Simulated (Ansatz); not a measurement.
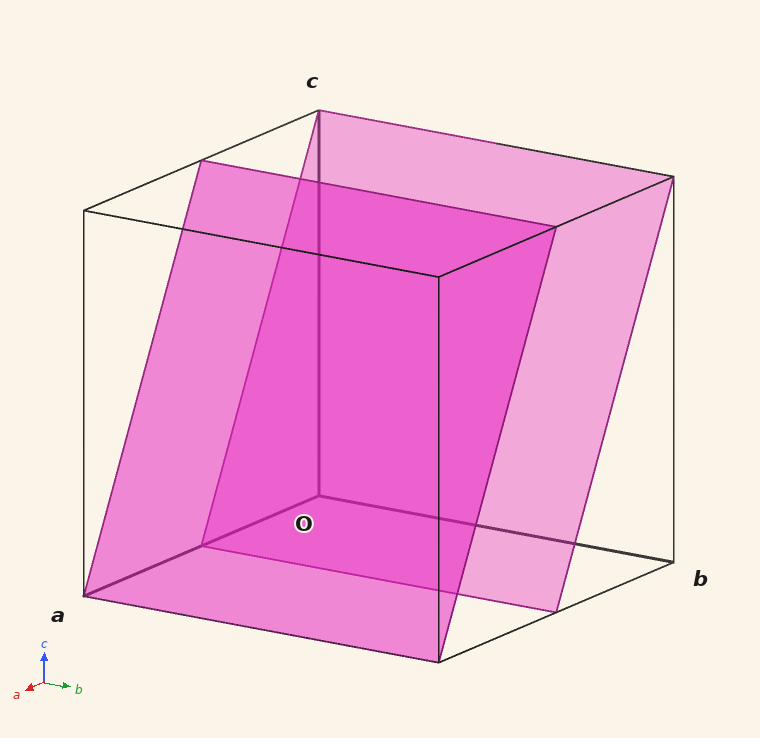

Every member of one family of equally spaced planes, hx + ky + lz = a whole number, that cuts the unit cell is shaded (one member passes through the origin O, touching the cell only at an edge or corner). Crystal: C, the geometry relaxed with DFT PBE, scalar-relativistic, plane waves, PAW in Ansatz; the starting structure was generated, so it need not be a known form of this composition. All values are computed from the atomic coordinates in the standard setting (tolerance 0.002 Å).

a = 3.422 Å, b = 3.422 Å, c = 3.232 Å, α = 90.00°, β = 90.00°, γ = 90.00°.

**Index the planes.**

(2 0 1); the opposite sign names the same planes. The member next to the origin meets the axes a at 1/2, b never, c at 1.

**What is the spacing?**

d = 1.512 Å.
